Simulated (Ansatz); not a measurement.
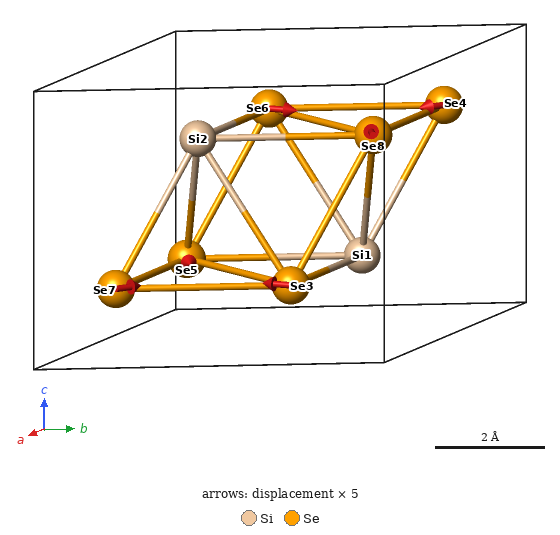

A relaxation of solid SiSe3 (built on the Ni3Sn (D0_19)_194 type) (coarse preliminary run). The starting structure is drawn; red arrows show the displacements (the part carried along by the change of the cell is left out), 5 times their true length.

A ball-and-stick model of the cell of the calculation, seen from a free direction.

Case: Ni3Sn (D0_19) type (P6_3/mmc, No. 194).

The calculation used DFT r2SCAN, scalar-relativistic, plane waves, PAW in Ansatz.

The input:
```yaml
crystal:
  lattice:
    - [6.4807690912, 0.0, 0.0]
    - [-3.2403845456, 5.612510669, 0.0]
    - [0.0, 0.0, 5.2018171285]
  atoms:
    - { symbol: Si, position: [0.3333333333, 0.6666666667, 0.25] }
    - { symbol: Si, position: [0.6666666667, 0.3333333333, 0.75] }
    - { symbol: Se, position: [0.833, 0.666, 0.25] }
    - { symbol: Se, position: [0.167, 0.833, 0.75] }
    - { symbol: Se, position: [0.334, 0.167, 0.25] }
    - { symbol: Se, position: [0.167, 0.334, 0.75] }
    - { symbol: Se, position: [0.833, 0.167, 0.25] }
    - { symbol: Se, position: [0.666, 0.833, 0.75] }
basis:
  ecutwfc: 500
kpoints:
  mp_grid: { grid: [3, 3, 4] }
hamiltonian:
  xc: r2scan
scf:
  occupations: { method: gaussian, width: 0.1 }
  lower_state_search: "off"
output:
  forces: true
  stress: true
  eigenvalues: true
relax:
  adjacent_minimum: "off"
  f_tol: 0.04
  max_steps: 70
  cell: { stress_tol: 0.4 }
```

Launched with:
```bash
ansatz run input.yaml --threads 1 --pin off --max-ram 2560MiB --backend cpu --events-out ev --progress --plain --runs-dir out
```

Question: Which element moves most?

Answer: Selenium: up to 0.12 Å, against 0.00 Å for silicon.

Question: What did the optimiser do to the structure, and how much energy did it gain?

Answer: The largest moves relative to the cell, 0.12 Å, are those of Se3, Se4, Se5, Se6, Se7 and Se8. Se4 goes along [1 −1 0]. Si stays in place. The drawn cell changes as follows: a = b 6.481 → 5.960 Å (−8.0 %), c 5.202 → 5.240 Å (+0.7 %); the volume changes by −14.8 %. Some distances before and after: Se3–Se5 3.234 → 2.773 Å, Si1–Se3 3.240 → 2.982 Å, Si1–Se4 3.202 → 3.070 Å, Se3–Se5 (another image) 3.247 → 3.187 Å. The space group stays P6_3/mmc (No. 194). Over 6 accepted moves (8 points after the start) the energy falls by 176 meV per atom. Largest force component: 0.65 eV/Å at the start, 0.019 eV/Å at the end. The pressure goes from −8.26 to −0.06 GPa. The line search rejected the trial step at point 5 of the run. The SCF was repeated once at an unchanged geometry on a basis and grid sized afresh for the cell, which shifted the energy by 0.1 meV per atom at most. Cost: 70 s on 1 thread of Intel(R) Xeon(R) 6975P-C (Granite Rapids), on a shared host, peak memory 0.92 GiB.
